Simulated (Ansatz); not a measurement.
# Single point of Ni

The task is one self-consistent run of Ni. Ni is taken in the deposited crystal structure (space group Fm-3m), 1 atom in the cell. Source: COD entry 9011603, which need not be the ambient phase.

Program: Ansatz 0.2.0. Level of theory: DFT PBE, PAW, plane waves, scalar-relativistic. These are calculated values, not measurements.

3 further runs of the same task are left out: 2 that didn't finish, 1 set aside as unsound or not needed.

### 1 The starting structure

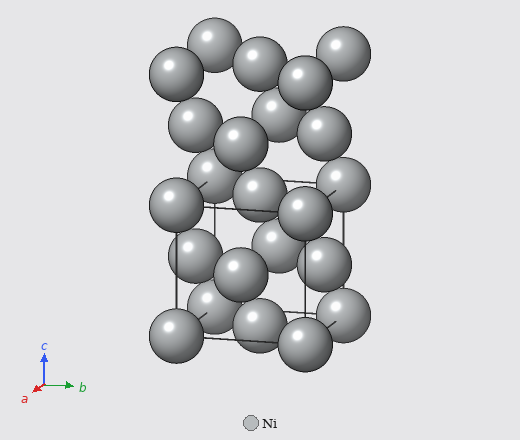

Start, viewed slightly off an axis; nickel light grey. 1×1×2 cells are drawn. Atoms on the faces are drawn again on the opposite ones. The cell drawn here is the conventional one.

As a file:

```
Ni
1.0
     0.00000    1.74950    1.74950
     1.74950    0.00000    1.74950
     1.74950    1.74950    0.00000
Ni
1
Direct
  0.00000 0.00000 0.00000
```

Atoms are counted from 1 in the order of input.yaml (Ni1 and so on).

The search for lower states is off throughout, and inputs that name a mixer don't switch to direct minimisation unless they say so. Spin is collinear, with starting moments Ni1 2.00 μB. β is the mixing step of the charge; the magnetisation has a step of its own, which the program sets unless it is named.

### 2 Running it

File input.yaml:

```yaml
crystal:
  lattice:
    - [0.0, 1.7495, 1.7495]
    - [1.7495, 0.0, 1.7495]
    - [1.7495, 1.7495, 0.0]
  atoms:
    - { symbol: Ni, position: [0.0, 0.0, 0.0], spin: 2.0 }
magnetization:
  spin_polarized: true
hamiltonian:
  xc: pbe
  pseudopotentials: { kind: paw }
basis:
  ecutwfc: 420
kpoints:
  mp_grid: { grid: [14, 14, 14] }
scf:
  occupations: { method: gaussian, width: 0.05 }
  lower_state_search: "off"
  algorithm: density_mixing
  max_iter: 100
  mixing: { algorithm: anderson, ndim: 8, beta: 1.2 }
output:
  forces: true
  stress: true
```

Run with:

```
ansatz run input.yaml --threads 2 --pin off --max-ram 5120MiB --backend cpu --events-out ev --progress --plain --runs-dir out
```

Standard output:

```text
Error: invalid value for `scf.mixing.beta`: must be finite and in (0, 1]; got 1.2
```

It took 0.02 s on 2 threads of Intel Xeon Platinum 8375C at 2.90GHz (Ice Lake), shared host; peak memory 0.044 GiB.

### 3 Reading the log

The input was refused before the first iteration. Its message: invalid value for `scf.mixing.beta`: must be finite and in (0, 1]; got 1.2

Remedies tried next, one at a time: β lowered to 0.3; back to the default settings.

### 4 β lowered to 0.3

input.yaml: that of step 2 with these lines changed.

```diff
@@ -21,3 +21,3 @@
   max_iter: 100
-  mixing: { algorithm: anderson, ndim: 8, beta: 1.2 }
+  mixing: { algorithm: anderson, ndim: 8, beta: 0.3 }
 output:
```

Run with:

```
ansatz run input.yaml --threads 2 --pin off --max-ram 5120MiB --backend cpu --events-out ev --progress --plain --runs-dir out
```

Standard output, cut to the lines that bear on the results:

```text
[...]
Pseudopotentials: kind: paw
Pseudopotential: Ni, paw, valence charge 18, recommended cutoff 420 eV (normal), Ni.paw.azcp
Functional definition: PBE
[...]
Crystal: 1 atoms, lattice volume = 10.710 Å³
Basis set: ecut = 420 eV, 181 PW (Γ), exchange–correlation on 36×36×36 points (8 copies of the dense FFT grid, shifted against one another)
Bands: 14, of which v1, the nominal top of the filled ones, is band 9 counted from 1 (8 counted from 0)
Symmetry: 48 space group operations
Space group: Fm-3m (ITA 225), of the structure as read, at distance tolerance 2.2e-5 Å
Magnetic group: BNS 225.116 (UNI 1618), of the structure as read, at distance tolerance 2.2e-5 Å
k-points: 104 of 2744
[...]
Starting moments: Σ|m| = 2 μB on 1 of 1 site
[...]
this state was not tested for a lower state beside it, because the mixer in use, unlike msr1, does not test its closes by its own steps (another_mixer; see scf.mixing.algorithm and scf.lower_state_search)
SCF converged after 27 iterations
Magnetization: 0.5867 μB (9.2933 up, 8.7067 down)
Absolute magnetization: 0.6827 μB (∫|ρ↑−ρ↓|, with the PAW one-centre terms)
Spin contamination: 0.0065 ħ² per cell (⟨S²⟩ above its minimum at these occupations)
Per-site moments (μB) at R_I (Å): [(0.6266946663700218, 1.0205937337908386)]
Free energy (F): -5839.716497 eV
[...]
E sigma→0 (E₀):  -5839.715326 eV
Entropy (-TS):   -0.002341 eV (-2.341 meV/atom)
Fermi energy:    18.556434 eV
[...]
--- Forces (eV/Å), atoms counted from 1 ---
  atom   1  Ni    -0.00000000    -0.00000000    -0.00000000
[...]
--- Stress (GPa, compression-positive) ---
        3.160764       0.000000       0.000000
       -0.000000       3.160764      -0.000000
        0.000000      -0.000000       3.160764
  P = ⅓ Tr σ = 3.1608 GPa (31.608 kbar)
```

It took 2.4 s on 2 threads of Intel Xeon Platinum 8375C at 2.90GHz (Ice Lake), shared host; peak memory 0.32 GiB.

Converged in 27 iterations, ferromagnetic, site moments Ni1 0.63 μB, total 0.59 μB per cell, no gap on the k-mesh.

### 5 Back to the default settings

input.yaml: that of step 2 with these lines changed.

```diff
@@ -19,5 +19,2 @@
   lower_state_search: "off"
-  algorithm: density_mixing
-  max_iter: 100
-  mixing: { algorithm: anderson, ndim: 8, beta: 1.2 }
 output:
```

Run with:

```
ansatz run input.yaml --threads 2 --pin off --max-ram 5120MiB --backend cpu --events-out ev --progress --plain --runs-dir out
```

Its history (converged in 11 iterations):

```json
{"iteration": "1", "Harris–Foulkes energy + 5840 (eV)": "0.5606", "largest residual (eV)": "1.45e+00", "M (μB)": "0.94", "∫|m| (μB)": "1.04"}
{"iteration": "2", "Harris–Foulkes energy + 5840 (eV)": "0.4485", "largest residual (eV)": "9.73e-01", "M (μB)": "0.85", "∫|m| (μB)": "0.96"}
{"iteration": "3", "Harris–Foulkes energy + 5840 (eV)": "0.2279", "largest residual (eV)": "2.69e-01", "M (μB)": "0.73", "∫|m| (μB)": "0.84"}
{"iteration": "4", "Harris–Foulkes energy + 5840 (eV)": "0.2863", "largest residual (eV)": "1.61e-03", "M (μB)": "0.58", "∫|m| (μB)": "0.70"}
{"iteration": "5", "Harris–Foulkes energy + 5840 (eV)": "0.2843", "largest residual (eV)": "5.24e-04", "M (μB)": "0.59", "∫|m| (μB)": "0.70"}
{"iteration": "6", "Harris–Foulkes energy + 5840 (eV)": "0.2835", "largest residual (eV)": "2.13e-04", "M (μB)": "0.59", "∫|m| (μB)": "0.69"}
{"iteration": "7", "Harris–Foulkes energy + 5840 (eV)": "0.2835", "largest residual (eV)": "4.58e-06", "M (μB)": "0.59", "∫|m| (μB)": "0.68"}
{"iteration": "8", "Harris–Foulkes energy + 5840 (eV)": "0.2835", "largest residual (eV)": "3.82e-07", "M (μB)": "0.59", "∫|m| (μB)": "0.68"}
{"iteration": "9", "Harris–Foulkes energy + 5840 (eV)": "0.2835", "largest residual (eV)": "6.88e-08", "M (μB)": "0.59", "∫|m| (μB)": "0.68"}
{"iteration": "10", "Harris–Foulkes energy + 5840 (eV)": "0.2835", "largest residual (eV)": "1.26e-08", "M (μB)": "0.59", "∫|m| (μB)": "0.68"}
{"iteration": "11", "Harris–Foulkes energy + 5840 (eV)": "0.2835", "largest residual (eV)": "2.68e-11", "M (μB)": "0.59", "∫|m| (μB)": "0.68"}
```

Wall time 1.4 s (2 threads of Intel Xeon Platinum 8375C at 2.90GHz (Ice Lake), shared host); peak memory 0.34 GiB.

Converged in 11 iterations, ferromagnetic, site moments Ni1 0.63 μB, total 0.59 μB per cell, no gap on the k-mesh. Against step 4: the same free energy.

### 6 All tries on one scale

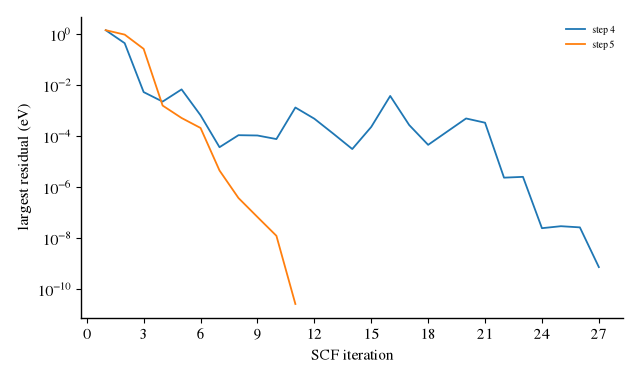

Residual along the iterations.

### 7 Summary of results

| quantity | value |
| --- | --- |
| first try | input refused |
| step 4: β lowered to 0.3 | converged in 27 iterations |
| step 5: the default settings | converged in 11 iterations |
| state reached in step 5 | ferromagnetic, site moments Ni1 0.63 μB, total 0.59 μB per cell, no gap on the k-mesh |
| largest force there | 0.000 eV/Å |

2 of 2 changes make it converge; “the default settings” does so in 11 iterations, and none in fewer.
